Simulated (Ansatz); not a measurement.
Run report: AlAs, single-point calculation

AlAs (F-43m, 2 atoms in the cell), computed with DFT PBE+D3(BJ), scalar-relativistic, plane waves, PAW, no spin polarisation (Ansatz 0.2.0).

The structure derives from an entry of the Crystallography Open Database. Figures and captions count atoms from 1; the log counts them from 0 in places.

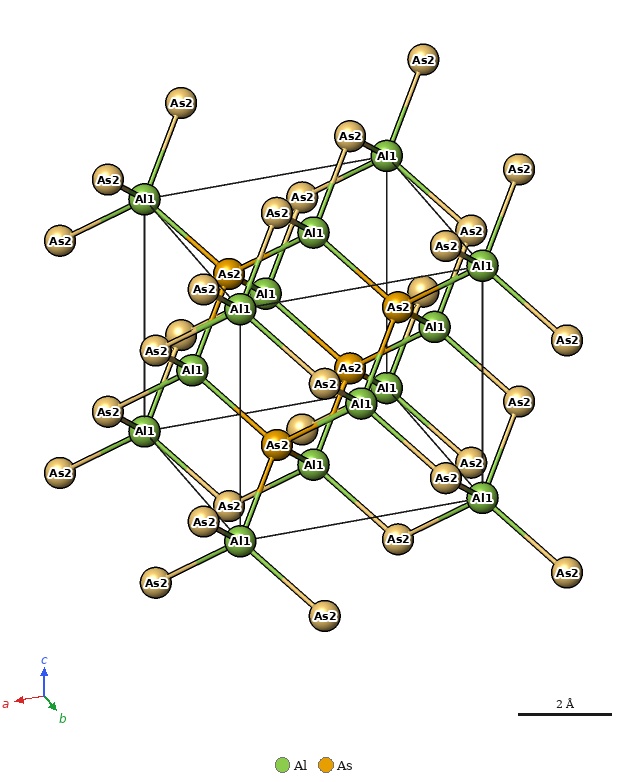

The structure (ball-and-stick view of the cell 4 times as large as that of the calculation, set on its symmetry axes, seen at an oblique angle; neighbours outside the cell are drawn fainter; atoms are numbered from 1 in the order of the input). An atom can appear more than once, as a periodic image. Near neighbours in the periodic cell (some may lie outside the picture): Al has 4 As at 2.45 Å; As has 4 Al at 2.45 Å.

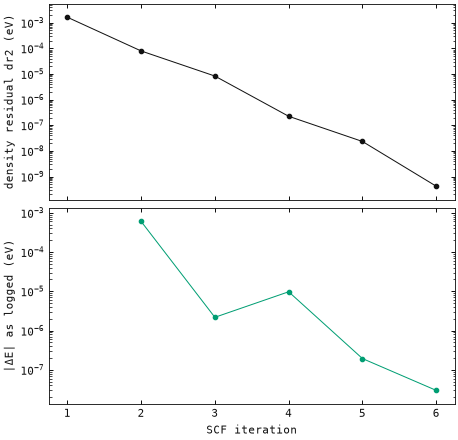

Convergence of the self-consistent field: density residual dr2 and size of the energy change against the SCF iteration. The residual falls at every step.

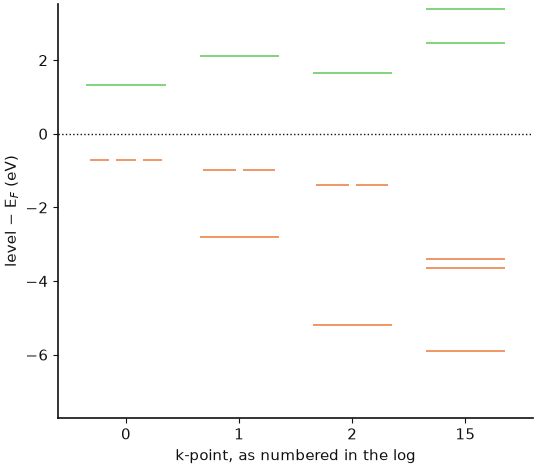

Kohn–Sham levels near the Fermi level (dotted) at the few k-points that the log prints; levels within 0.02 eV of each other stand side by side. Among these points the highest filled and lowest empty levels are 2.05 eV apart; the gap on the full mesh, 1.44 eV, has an edge at a point that isn't printed.

These pictures come from the run below.

### The input
```yaml
crystal:
  lattice:
    - [0.0, 2.8304, 2.8304]
    - [2.8304, 0.0, 2.8304]
    - [2.8304, 2.8304, 0.0]
  atoms:
    - { symbol: Al, position: [0.0, 0.0, 0.0] }
    - { symbol: As, position: [0.75, 0.75, 0.75] }
basis:
  ecutwfc: 420
kpoints:
  mp_grid: { grid: [6, 6, 6] }
hamiltonian:
  xc: pbe
  dispersion: d3bj
scf:
  occupations: { method: gaussian, width: 0.1 }
output:
  forces: true
  stress: true
  eigenvalues: true
```

Command:
```bash
ansatz run input.yaml --threads 4 --pin off --max-ram 10240MiB --backend cpu --events-out ev --progress --plain --runs-dir out
```

### What the program printed
```
Engine: ansatz 0.2.0, aarch64-unknown-linux-gnu
Pseudopotentials: kind: paw
Pseudopotential: Al, paw, valence charge 3, recommended cutoff 420 eV (normal), Al.paw.azcp
Pseudopotential: As, paw, valence charge 15, recommended cutoff 420 eV (normal), As.paw.azcp
Functional definition: PBE
  parameter kappa = 0.804
  parameter beta = 0.06672455060314922
  exchange = pbe_x(kappa = kappa, mu = beta*pi^2/3)
  correlation = pbe_c(beta = beta)
Crystal: 2 atoms, lattice volume = 45.350 Å³
Basis set: ecut = 420 eV, 893 PW (Γ), exchange–correlation on 54×54×54 points (8 copies of the dense FFT grid, shifted against one another)
Bands: 13, of which v1, the nominal top of the filled ones, is band 9 counted from 1 (8 counted from 0)
Symmetry: 24 space group operations
Space group: F-43m (ITA 216), of the structure as read, at distance tolerance 3.6e-5 Å
k-points: 16 of 216 (time reversal used)
Non-local potential: Al, projectors of the file, l = 0: 2, l = 1: 2, l = 2: 1
Non-local potential: As, projectors of the file, l = 0: 2, l = 1: 2, l = 2: 3, l = 3: 1
PAW form: soft (Blöchl's): semilocal exchange-correlation on the pseudo side does not see the compensation charge
PAW one-centre angular grid: Al, 110 points (default); XC on 64 Gauss nodes
PAW one-centre angular grid: As, 590 points (default); XC on 64 Gauss nodes
Initial density: superposition of atomic densities (neutral atoms: chi_scale 0, normalization atom), corrected by the library's trained network
Initial wavefunctions: pseudopotential atomic-orbital guess
Functional: x = pbe(κ = 0.804, μ = 0.2195149727645171), c = pbe(β = 0.06672455060314922)
SCF iter   1: F=—  HF=-5395.226289 eV  |F-HF|=—  |Δ(HF+E_count)|=         —  Δρ=1.41e-3  dr2=1.64e-3  ethr=1.77e-3  ⟨swp⟩=5.1  Hψ=1208  notcnv=0
preconditioner: auto → none  [insulator: Δε(μ)=1.420 eV  Ē_g=9.905 eV  σ=0.100 eV  W_gap=1.00  n_scr=14 (ndim 8)  ℏωp=15.6 eV  f_vac=0.006  D(μ)=0.00/eV (n_scr^D=0)  ε∞_Penn≈3.5]
SCF iter   2: F=—  HF=-5395.225684 eV  |F-HF|=—  |Δ(HF+E_count)|=   6.04e-4  Δρ=4.30e-4  dr2=7.93e-5  ethr=9.09e-6  ⟨swp⟩=1.9  Hψ=379  notcnv=0
SCF iter   3: F=—  HF=-5395.225682 eV  |F-HF|=—  |Δ(HF+E_count)|=   2.18e-6  Δρ=1.71e-4  dr2=8.31e-6  ethr=4.41e-7  ⟨swp⟩=2.0  Hψ=258  notcnv=0
SCF iter   4: F=—  HF=-5395.225692 eV  |F-HF|=—  |Δ(HF+E_count)|=   9.74e-6  Δρ=2.21e-5  dr2=2.24e-7  ethr=4.62e-8  ⟨swp⟩=3.0  Hψ=352  notcnv=0
iter 5 did not close the SCF: its close was put off for the readings that it lacked (scf_convergence_deferred on its scf_iter line)
SCF iter   5: F=-5395.225692 eV  HF=-5395.225692 eV  |F-HF|=2.51e-8  |Δ(HF+E_count)|=   1.94e-7  Δρ=9.85e-6  dr2=2.33e-8  ethr=1.24e-9  ⟨swp⟩=2.0  Hψ=352  notcnv=0
SCF iter   6: F=-5395.225692 eV  HF=-5395.225692 eV  |F-HF|=2.01e-10  |Δ(HF+E_count)|=   3.00e-8  Δρ=1.05e-6  dr2=4.18e-10  ethr=1.29e-10  ⟨swp⟩=1.9  Hψ=627  notcnv=0
SCF 1 converged in 6 iterations: F = -5395.225692 eV  dr2 = 4.18e-10
  greatest PAW one-centre occupation: 0.999 electrons in one spin orbital (limit 2), on the As atom at site 1 (counted from 0), in its partial waves of l = 2
SCF converged after 6 iterations
Free energy (F): -5395.225692 eV
Harris-Foulkes:  -5395.225692 eV  (|F-HF|=2.01e-10)
Internal energy: -5395.225692 eV  (E = F + TS)
E sigma→0 (E₀):  -5395.225692 eV
Fermi energy:    7.092995 eV
--- Per-component energies (eV) ---
  E_band       = -266.154107
  E_kinetic    = 126.864510
  E_local      = -2113.773702  (includes V_loc(G=0)·N_el)
  E_nonlocal   = -659.943155
  E_hartree    = 1130.806075
  E_xc         = -119.120755
  E_vxc        = -108.470701  (∫ρ·V_xc dr)
  E_paw        = -2303.088103  (= ΣΔE_a)
  E_vpaw       = 227.557474  (= ΣTr[D̂ρ^β])
  E_aug_tail   = 0.000006  (compensation charges beyond the density's cutoff)
  E_ewald      = -1456.336059
  E_disp       = -0.634508  (pairwise vdW)
  E_smearing   = -0.000000  (= −TS)
  E_closure    = 0.000000  (closes the sum)
  Σ components = -5395.225692   (vs F -5395.225692, Δ=0.00e0)
--- Forces (eV/Å), atoms counted from 1 ---
  atom   1  Al    -0.00000000     0.00000000     0.00000000
  atom   2  As     0.00000000     0.00000000     0.00000000
  max |Σ_I F_I| component: 2.29e-16 eV/Å
--- Stress (GPa, compression-positive) ---
        0.168086       0.000000      -0.000000
        0.000000       0.168086       0.000000
       -0.000000       0.000000       0.168086
  P = ⅓ Tr σ = 0.1681 GPa (1.681 kbar)
--- Band table (eV; the first three rows and the last of 16) ---
  k-point 0: bands = ["-27.9896", "-27.9896", "-27.9896", "-27.9790", "-27.9790", "-5.4914", "6.3722", "6.3722", "6.3722", "8.4253", "10.6720", "10.6720", "10.6720"]
  k-point 1: bands = ["-27.9895", "-27.9893", "-27.9893", "-27.9789", "-27.9789", "-5.2235", "4.2796", "6.1104", "6.1104", "9.2010", "11.1072", "11.1072", "11.5720"]
  k-point 2: bands = ["-27.9893", "-27.9889", "-27.9889", "-27.9788", "-27.9788", "-4.5460", "1.8879", "5.7115", "5.7115", "8.7459", "11.2432", "11.2432", "13.8753"]
  k-point 15: bands = ["-27.9897", "-27.9883", "-27.9877", "-27.9793", "-27.9783", "-3.5024", "1.1889", "3.4440", "3.6916", "9.5472", "10.4938", "13.5009", "14.2103"]
```

### Summary

| quantity | value |
| --- | --- |
| outcome | converged |
| space group (tolerance 0.01 Å) | F-43m (216) |
| electrons treated | 18 |
| free energy | −5395.2257 eV |
| Fermi energy | 7.093 eV |
| gap on the k-point mesh | 1.44 eV |
| pressure | 0.17 GPa |
| largest force (length of the vector) | under 0.001 eV/Å |
| hardware | 4 threads of Arm Neoverse V1, 24 GiB of memory available, shared host |
| peak memory | 0.29 GiB |
